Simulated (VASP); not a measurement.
```xyz
4
Lattice="2.1018 -2.1018 0.0000 2.1018 2.1018 0.0000 0.0000 0.0000 3.9236" Properties=species:S:1:pos:R:3 pbc="T T T"
Al    0.0000    0.0000    0.0000
Al    2.1018    0.0000    1.9618
N     2.1018    0.0000    0.0000
N     0.0000    0.0000    1.9618
```

Space group I4/mmm; a generated structure, not necessarily the stable one; changed on purpose from its base cell (epitaxial xy strain +4.1%); computed pressure about −5 GPa in this cell.

Computed with Kohn-Sham DFT of a periodic cell, PBE, VASP PAW PBE potentials, recommended (VASP 6.6.1).

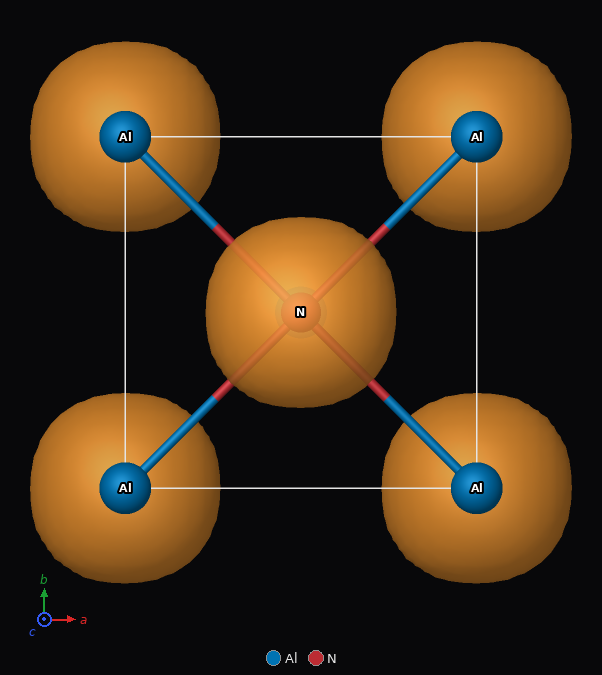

AlN. Isosurface of the valence electron density at 0.8 e/Å³ (orange), seen along the c axis. Sticks mark near contacts.

Question: How is the density connected at this value?

Answer: At this value the density breaks into separate islands; it holds about 50 % of the electrons treated as valence. It bridges none of the near contacts. It is pinched off along the shortest Al–N (1.96 Å) and Al–N (2.10 Å) contacts. On the grid the lowest density along these lines, outside the cores, is 0.49 e/Å³ (Al–N, 1.96 Å) and 0.36 e/Å³ (Al–N, 2.10 Å).
